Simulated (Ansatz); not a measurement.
**What a change does: single-point calculation on SiO2**

System: SiO2 (Imma, 12 atoms in the cell).
Method of run 1: Kohn-Sham DFT of a periodic cell, PBE, Ansatz PAW, no spin polarisation (Ansatz 0.2.0).

The structure derives from a Materials Project entry. Text and figures count atoms from 1; the logs count them from 0 in places.

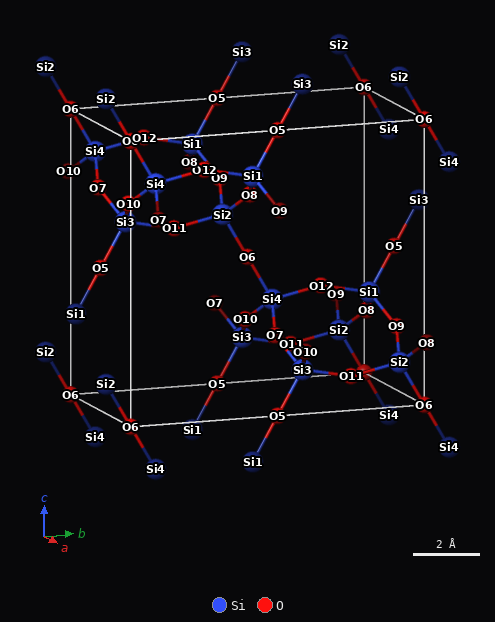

**Figure 1.** The structure as given in the input (ball-and-stick view of the cell 2 times as large as that of the calculation, set on its symmetry axes, seen slightly off an axis; neighbours outside the cell are drawn fainter; atoms are numbered from 1 in the order of the input). An atom can appear more than once, as a periodic image.

### Input file, run 1
```yaml
crystal:
  lattice:
    - [-2.62333646, 4.776753505, 4.441674725]
    - [2.62333646, -4.776753505, 4.441674725]
    - [2.62333646, 4.776753505, -4.441674725]
  atoms:
    - { symbol: Si, position: [0.26034098, 0.84494489, 0.41539609] }
    - { symbol: Si, position: [0.0704512, 0.15505511, 0.91539609] }
    - { symbol: Si, position: [0.73965902, 0.15505511, 0.58460391] }
    - { symbol: Si, position: [0.9295488, 0.84494489, 0.08460391] }
    - { symbol: O, position: [0.5, 0.0, 0.5] }
    - { symbol: O, position: [0.0, 0.0, 0.0] }
    - { symbol: O, position: [0.79317541, 0.0, 0.29317541] }
    - { symbol: O, position: [0.20682459, 0.5, 0.20682459] }
    - { symbol: O, position: [0.20682459, 0.0, 0.70682459] }
    - { symbol: O, position: [0.79317541, 0.5, 0.79317541] }
    - { symbol: O, position: [0.86931113, 0.11931113, 0.75] }
    - { symbol: O, position: [0.13068887, 0.88068887, 0.25] }
hamiltonian:
  xc: pbe
  pseudopotentials: { kind: paw }
kpoints:
  mp_grid: { grid: [4, 4, 4] }
scf:
  occupations: { method: fermi_dirac, width: 0.05 }
output:
  forces: true
  stress: true
  eigenvalues: true
```

Launched with:
```bash
ansatz run input.yaml --threads 4 --pin off --max-ram 11264MiB --backend cpu --events-out ev --progress --plain --runs-dir out
```

Hardware: 4 threads of Arm Neoverse V1, 24 GiB of memory available, shared host.

### Output, shortened to warnings, some set-up lines, iterations and results (run 1)
```
Basis set: ecut = 420 eV, 4321 PW (Γ), exchange–correlation on 96×96×96 points (8 copies of the dense FFT grid, shifted against one another)
Symmetry: 8 space group operations
k-points: 18 of 64
Initial density: superposition of atomic densities (neutral atoms: chi_scale 0, normalization atom), corrected by the library's trained network
[...]
SCF iter   1: F=—  HF=-7096.217703 eV  |F-HF|=—  |Δ(HF+E_count)|=         —  Δρ=1.71e-3  dr2=5.99e-3  ethr=1.77e-3  ⟨swp⟩=7.2  Hψ=4241  notcnv=0  defer=26
SCF iter   2: F=—  HF=-7096.219954 eV  |F-HF|=—  |Δ(HF+E_count)|=   2.25e-3  Δρ=6.26e-4  dr2=5.86e-4  ethr=9.36e-6  ⟨swp⟩=2.1  Hψ=1484  notcnv=0  defer=94
SCF iter   3: F=—  HF=-7096.220352 eV  |F-HF|=—  |Δ(HF+E_count)|=   3.98e-4  Δρ=2.65e-4  dr2=1.38e-4  ethr=9.15e-7  ⟨swp⟩=2.1  Hψ=1152  notcnv=0  defer=41
SCF iter   4: F=—  HF=-7096.220460 eV  |F-HF|=—  |Δ(HF+E_count)|=   1.09e-4  Δρ=7.23e-5  dr2=8.82e-6  ethr=2.16e-7  ⟨swp⟩=2.0  Hψ=1194  notcnv=0  defer=41
SCF iter   5: F=—  HF=-7096.220276 eV  |F-HF|=—  |Δ(HF+E_count)|=   1.84e-4  Δρ=3.08e-5  dr2=1.23e-6  ethr=1.38e-8  ⟨swp⟩=2.1  Hψ=1241  notcnv=0  defer=41
SCF iter   6: F=-7096.220276 eV  HF=-7096.220276 eV  |F-HF|=5.20e-8  |Δ(HF+E_count)|=   9.71e-8  Δρ=5.66e-6  dr2=4.14e-8  ethr=1.56e-10  ⟨swp⟩=9.7  Hψ=3927  notcnv=0
SCF 1 converged in 6 iterations: F = -7096.220276 eV  dr2 = 4.14e-8
SCF converged after 6 iterations
Free energy (F): -7096.220276 eV
Harris-Foulkes:  -7096.220276 eV  (|F-HF|=5.20e-8)
Internal energy: -7096.220276 eV  (E = F + TS)
E sigma→0 (E₀):  -7096.220276 eV
Fermi energy:    2.275857 eV
--- Per-component energies (eV) ---
  E_band       = -484.173946
  E_kinetic    = 1613.142446
  E_local      = -6077.616259  (includes V_loc(G=0)·N_el)
  E_nonlocal   = 481.383546
  E_hartree    = 2377.416418
  E_xc         = -816.863231
  E_vxc        = -948.106244  (∫ρ·V_xc dr)
  E_paw        = -3326.311121  (= ΣΔE_a)
  E_vpaw       = -307.835658  (= ΣTr[D̂ρ^β])
  E_aug_tail   = 0.020978  (compensation charges beyond the density's cutoff)
  E_ewald      = -1347.393053
  E_smearing   = -0.000000  (= −TS)
  E_closure    = -0.000000  (closes the sum)
  Σ components = -7096.220276   (vs F -7096.220276, Δ=0.00e0)
--- Forces (eV/Å), atoms counted from 1 ---
  atom   1  Si     0.00000000    -0.08639783    -0.04515587
  atom   2  Si     0.00000000    -0.08639783     0.04515587
  atom   3  Si     0.00000000     0.08639783     0.04515587
  atom   4  Si     0.00000000     0.08639783    -0.04515587
  atom   5  O      0.00000000    -0.00000000     0.00000000
  atom   6  O      0.00000000     0.00000000     0.00000000
  atom   7  O      0.00000000    -0.30455948    -0.00000000
  atom   8  O      0.00000000     0.30455948     0.00000000
  atom   9  O      0.00000000     0.30455948     0.00000000
  atom  10  O      0.00000000    -0.30455948    -0.00000000
  atom  11  O      0.00000000     0.00000000    -0.25386965
  atom  12  O      0.00000000     0.00000000     0.25386965
  max |Σ_I F_I| component: 1.11e-16 eV/Å
--- Stress (GPa, compression-positive) ---
        3.429850       0.000000       0.000000
        0.000000       3.369250       0.000000
        0.000000       0.000000       3.465726
  P = ⅓ Tr σ = 3.4216 GPa (34.216 kbar)
```

The input of run 2 differs as follows (lines with − go, lines with + come):
```diff
-  mp_grid: { grid: [4, 4, 4] }
+  mp_grid: { grid: [6, 6, 6] }
+basis:
+  ecutwfc: "350 eV"
```

How does run 2 compare with run 1?

The free energy of run 2 is 59.1 meV per atom higher, the joint effect of these numerical settings, which can't be told apart here. The SCF takes 7 iterations against 6. The irreducible k-points go from 18 to 46. The plane waves at Γ go from 4321 to 3307. On the same kind of shared host run 2 took about 1.7 times as long.

### Output, shortened to warnings, some set-up lines, iterations and results (run 2)
```
Warning: basis.ecutwfc = 350 eV is below the records' recommended 420 eV, and the density's cutoff is lower with it unless basis.ecutrho_ratio is high enough to keep the records' density cutoff: compare with a run at a higher cutoff
Basis set: ecut = 350 eV, 3307 PW (Γ), exchange–correlation on 90×90×90 points (8 copies of the dense FFT grid, shifted against one another)
Symmetry: 8 space group operations
k-points: 46 of 216
Initial density: superposition of atomic densities (neutral atoms: chi_scale 0, normalization atom), corrected by the library's trained network
[...]
SCF iter   1: F=—  HF=-7095.506099 eV  |F-HF|=—  |Δ(HF+E_count)|=         —  Δρ=5.29e-3  dr2=1.97e-2  ethr=1.77e-3  ⟨swp⟩=7.0  Hψ=10703  notcnv=0  defer=67
SCF iter   2: F=—  HF=-7095.508622 eV  |F-HF|=—  |Δ(HF+E_count)|=   2.52e-3  Δρ=1.99e-3  dr2=2.14e-3  ethr=3.08e-5  ⟨swp⟩=2.1  Hψ=3791  notcnv=0  defer=255
SCF iter   3: F=—  HF=-7095.510308 eV  |F-HF|=—  |Δ(HF+E_count)|=   1.69e-3  Δρ=9.82e-4  dr2=4.03e-4  ethr=3.35e-6  ⟨swp⟩=2.9  Hψ=3041  notcnv=0  defer=117
SCF iter   4: F=—  HF=-7095.510941 eV  |F-HF|=—  |Δ(HF+E_count)|=   6.33e-4  Δρ=9.96e-5  dr2=1.48e-5  ethr=6.29e-7  ⟨swp⟩=2.0  Hψ=2984  notcnv=0  defer=117
SCF iter   5: F=—  HF=-7095.510878 eV  |F-HF|=—  |Δ(HF+E_count)|=   6.23e-5  Δρ=3.98e-5  dr2=2.23e-6  ethr=2.31e-8  ⟨swp⟩=2.0  Hψ=3183  notcnv=0  defer=117
SCF iter   6: F=—  HF=-7095.510879 eV  |F-HF|=—  |Δ(HF+E_count)|=   1.55e-7  Δρ=9.47e-6  dr2=1.60e-7  ethr=3.48e-9  ⟨swp⟩=2.0  Hψ=2722  notcnv=0  defer=117
SCF iter   7: F=-7095.510879 eV  HF=-7095.510879 eV  |F-HF|=6.38e-10  |Δ(HF+E_count)|=   7.70e-8  Δρ=2.18e-6  dr2=8.28e-9  ethr=1.56e-10  ⟨swp⟩=10.9  Hψ=8546  notcnv=0
SCF 1 converged in 7 iterations: F = -7095.510879 eV  dr2 = 8.28e-9
SCF converged after 7 iterations
Free energy (F): -7095.510879 eV
Harris-Foulkes:  -7095.510879 eV  (|F-HF|=6.38e-10)
Internal energy: -7095.510879 eV  (E = F + TS)
E sigma→0 (E₀):  -7095.510879 eV
Fermi energy:    2.289925 eV
--- Per-component energies (eV) ---
  E_band       = -484.547200
  E_kinetic    = 1621.220464
  E_local      = -6077.289895  (includes V_loc(G=0)·N_el)
  E_nonlocal   = 474.170881
  E_hartree    = 2376.973987
  E_xc         = -819.044385
  E_vxc        = -950.918265  (∫ρ·V_xc dr)
  E_paw        = -3324.177647  (= ΣΔE_a)
  E_vpaw       = -305.709365  (= ΣTr[D̂ρ^β])
  E_aug_tail   = 0.028768  (compensation charges beyond the density's cutoff)
  E_ewald      = -1347.393053
  E_smearing   = -0.000000  (= −TS)
  E_closure    = -0.000000  (closes the sum)
  Σ components = -7095.510879   (vs F -7095.510879, Δ=0.00e0)
--- Forces (eV/Å), atoms counted from 1 ---
  atom   1  Si     0.00000000    -0.08886809    -0.04567655
  atom   2  Si     0.00000000    -0.08886809     0.04567655
  atom   3  Si     0.00000000     0.08886809     0.04567655
  atom   4  Si     0.00000000     0.08886809    -0.04567655
  atom   5  O      0.00000000     0.00000000     0.00000000
  atom   6  O      0.00000000     0.00000000     0.00000000
  atom   7  O      0.00000000    -0.30133241    -0.00000000
  atom   8  O     -0.00000000     0.30133241    -0.00000000
  atom   9  O      0.00000000     0.30133241    -0.00000000
  atom  10  O     -0.00000000    -0.30133241     0.00000000
  atom  11  O      0.00000000     0.00000000    -0.25466527
  atom  12  O      0.00000000     0.00000000     0.25466527
  max |Σ_I F_I| component: 2.17e-19 eV/Å
--- Stress (GPa, compression-positive) ---
        3.355031       0.000000       0.000000
        0.000000       3.291611       0.000000
        0.000000       0.000000       3.387739
  P = ⅓ Tr σ = 3.3448 GPa (33.448 kbar)
```

### The two runs side by side

| quantity | run 1 | run 2 |
| --- | --- | --- |
| outcome | converged | converged |
| free energy per atom (eV) | −591.3517 | −591.2926 |
| gap on the mesh (eV) | 5.49 | 5.48 |
| pressure (GPa) | 3.42 | 3.34 |
| largest force (eV/Å) | 0.305 | 0.301 |
| SCF iterations | 6 | 7 |
| irreducible k-points | 18 | 46 |
| plane waves at Γ | 4321 | 3307 |
| wall time (shared host) | 2.9 s | 5 s |

For run 2: Warnings: the cutoff is below the recommended one.
